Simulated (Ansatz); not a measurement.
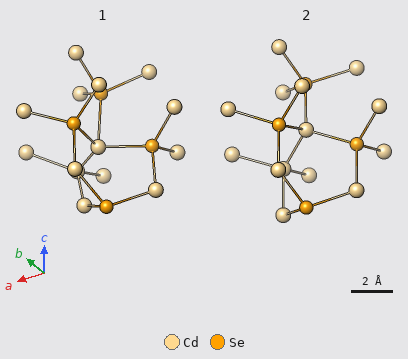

Two geometries of a defect cell of composition Cd49Se47 (cell charge −2), drawn at one scale. One is the start of a relaxation, the other its converged end. The picture is a ball-and-stick view of the atoms within 5.0 Å of the atom that moves most (axes of the cell of the calculation (origin shifted)), seen from a free direction.

These are results of Ansatz, DFT, PBEsol, PAW, plane waves, not measurements. Set-up: plane-wave cutoff 420 eV; k-point mesh 1 × 1 × 1; mesh shifted by (0.25, 0.25, 0.25); no spin polarisation; atoms relaxed in a fixed cell; force threshold 0.03 eV/Å; at most 80 steps.

Question: Which of the two is the end point?

Answer: Structure 1 is the relaxed one. The atoms of the start lie slightly off their symmetric places, so part of the fall in energy undoes that. The largest move is that of a Cd atom, 0.95 Å along [1 0 −3]. Largest moves by element: Cd 0.95 Å, Se 0.48 Å. The cell stays as it was. Some distances before and after: Cd–Se 2.636 → 3.095 Å, Cd–Cd 2.639 → 2.758 Å, Cd–Cd 2.657 → 2.752 Å, Cd–Se 2.555 → 2.633 Å. Bond angles that change, for instance: Cd–Cd–Cd 110.4° → 65.0°, Se–Cd–Se 110.2° → 87.7°, Cd–Cd–Se 109.2° → 130.5°. Over 10 geometry steps the energy falls by 0.981 eV per cell of the calculation. Largest force component: 0.61 eV/Å at the start, 0.0093 eV/Å at the end. Cost: 25 s on 1 × NVIDIA GB200 with 8 threads of Arm Neoverse-V2, peak memory 2.7 GiB.

Limits of the set-up: the cell is charged, on a uniform background, and energies carry no finite-size correction.
